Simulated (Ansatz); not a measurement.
# Calculations on Cu

Part 1: Relaxation

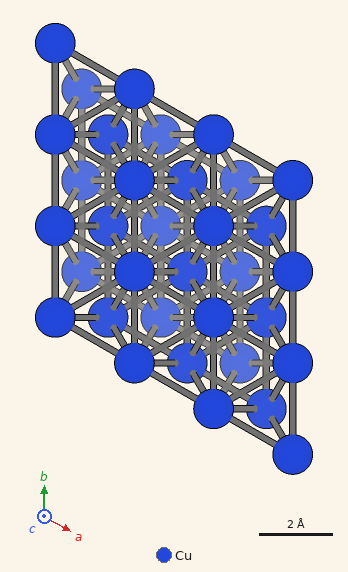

Crystalline Cu (set up in P6_3/mmc), before the relaxation. The picture is a ball-and-stick view of the cell of the calculation, repeated 3 × 3 × 1 with one cell outlined, seen along the c axis.

Level of theory: DFT PBEsol, scalar-relativistic, plane waves, PAW (Ansatz).

Input file:
```yaml
crystal:
  lattice:
    - [2.5307640267, 0.0, 0.0]
    - [-1.2653820134, 2.1917059381, 0.0]
    - [0.0, 0.0, 8.26181508]
  atoms:
    - { symbol: Cu, position: [0.0, 0.0, 0.0] }
    - { symbol: Cu, position: [0.33333333, 0.66666667, 0.25] }
    - { symbol: Cu, position: [0.0, 0.0, 0.5] }
    - { symbol: Cu, position: [0.66666667, 0.33333333, 0.75] }
basis:
  ecutwfc: 420
kpoints:
  mp_grid: { grid: [18, 18, 6] }
hamiltonian:
  xc: pbesol
scf:
  occupations: { method: gaussian, width: 0.1 }
output:
  forces: true
  stress: true
  eigenvalues: true
  write_density: true
  write_potential: true
  elf: true
  volumetric_format: npy
relax:
  adjacent_minimum: "off"
  f_tol: 0.005
  max_steps: 80
  cell: { stress_tol: 0.05 }
```

Run as
```bash
ansatz run input.yaml --threads 1 --pin off --max-ram 2560MiB --backend cpu --events-out ev --progress --plain --runs-dir out
```

### What does the optimiser find from here?

No atom moves by more than 0.005 Å relative to the cell. Cell: a = b 2.531 → 2.520 Å (−0.4 %), c 8.262 → 8.235 Å (−0.3 %). Volume −1.2 %. Some distances before and after: Cu1–Cu1 2.531 → 2.520 Å. The space group stays P6_3/mmc (No. 194). The energy falls by 0.8 meV per atom in 3 accepted moves (5 points after the start). All forces vanish by symmetry, so only the cell relaxes. The pressure goes from −1.93 to 0.00 GPa. The SCF was repeated twice at an unchanged geometry on a basis and grid sized afresh for the cell, which shifted the energy by 0.1 meV per atom at most.

Step by step:

| step | E − E(0), meV/atom | pressure, GPa | volume, Å³/atom | note |
| --- | --- | --- | --- | --- |
| 0 | 0.00 | -1.93 | 11.456 |  |
| 1 | -0.68 | -0.97 | 11.388 |  |
| 2 | -0.94 | 0.03 | 11.318 |  |
| 3 | -0.83 | 0.04 | 11.318 | same geometry, new basis |
| 4 | -0.83 | 0.00 | 11.321 |  |
| 5 | -0.83 | 0.00 | 11.321 | same geometry, new basis |

Part 2: A change

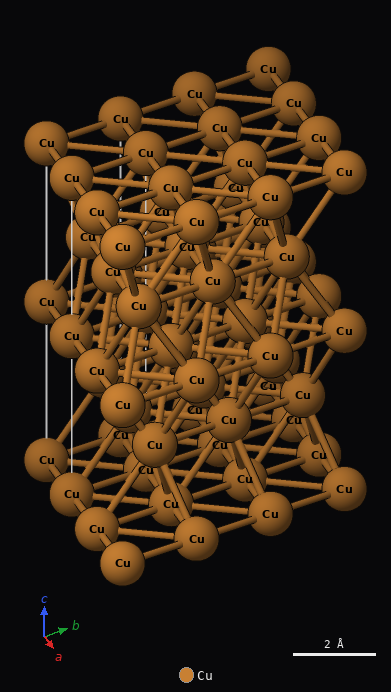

The starting point is crystalline Cu (set up in P6_3/mmc). The picture is a ball-and-stick view of the cell of the calculation, repeated 3 × 3 × 1 with one cell outlined, seen from a free direction.

Method: Ansatz 0.2.0, DFT PBEsol, scalar-relativistic, plane waves, PAW. (plane-wave cutoff 420 eV; k-point mesh 24 × 24 × 6; occupations gaussian; smearing width 0.1 eV; no spin polarisation)

The variant: Uniaxial strain along c, +4.5 %, is applied. The a and b axes and the atoms are relaxed.

Q: What does the calculation give for the changed structure?

A: The volume changes by +2.4 %, with a = b 2.520 → 2.495 Å (−1.0 %), c 8.235 → 8.606 Å (+4.5 %). No atom moves by more than 0.005 Å relative to the cell. Some distances before and after: Cu–Cu 2.520 → 2.495 to 2.589 Å. The space group stays P6_3/mmc (No. 194). The energy rises by 16.0 meV per atom. Pressure: 0.0 GPa before, −3.3 GPa after. The principal stresses (compression positive) are −9.8 GPa along c and none across it.

The changed structure in the same view:

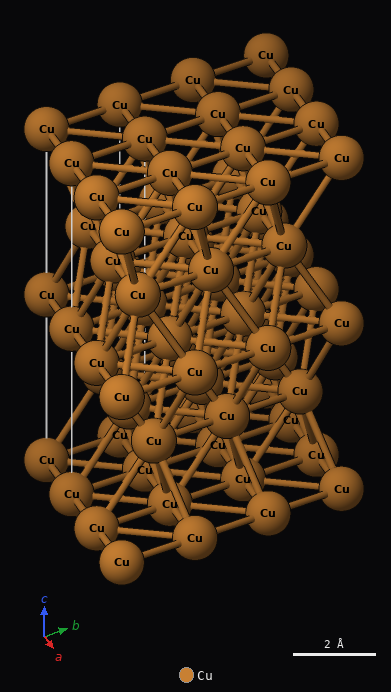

Part 3: Series

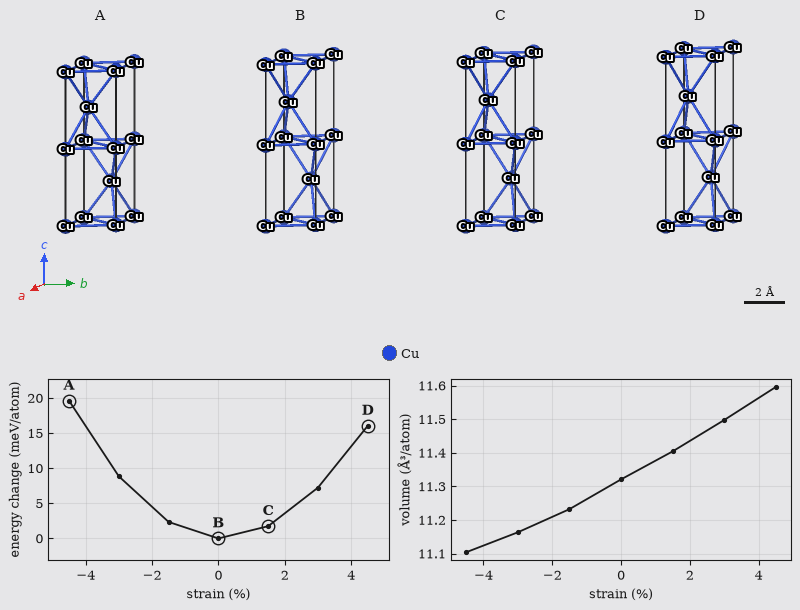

Members of a series of calculations on a crystal of Cu (set up in P6_3/mmc), marked on the first curve. Style: ball-and-stick. Shown: the cell of the calculation, slightly off an axis.

Theory: DFT PBEsol, scalar-relativistic, plane waves, PAW (Ansatz). (plane-wave cutoff 420 eV; k-point mesh 24 × 24 × 6; occupations gaussian; smearing width 0.1 eV; no spin polarisation)

> Describe the series.

Uniaxial strain along c; a, b and atoms relaxed. A (strain −4.5 %): energy change 19.6 meV/atom, volume 11.10 Å³ per atom. B (strain 0.0 %): energy change 0.0 meV/atom, volume 11.32 Å³ per atom. C (strain 1.5 %): energy change 1.7 meV/atom, volume 11.40 Å³ per atom. D (strain 4.5 %): energy change 16.0 meV/atom, volume 11.60 Å³ per atom. The rest compares A with D. Cell: a = b 2.554 → 2.495 Å (−2.3 %), c 7.865 → 8.606 Å (+9.4 %). Volume +4.4 %. Near-neighbour distances before and after: Cu–Cu 2.458 → 2.589 Å, Cu–Cu 2.554 → 2.495 Å.
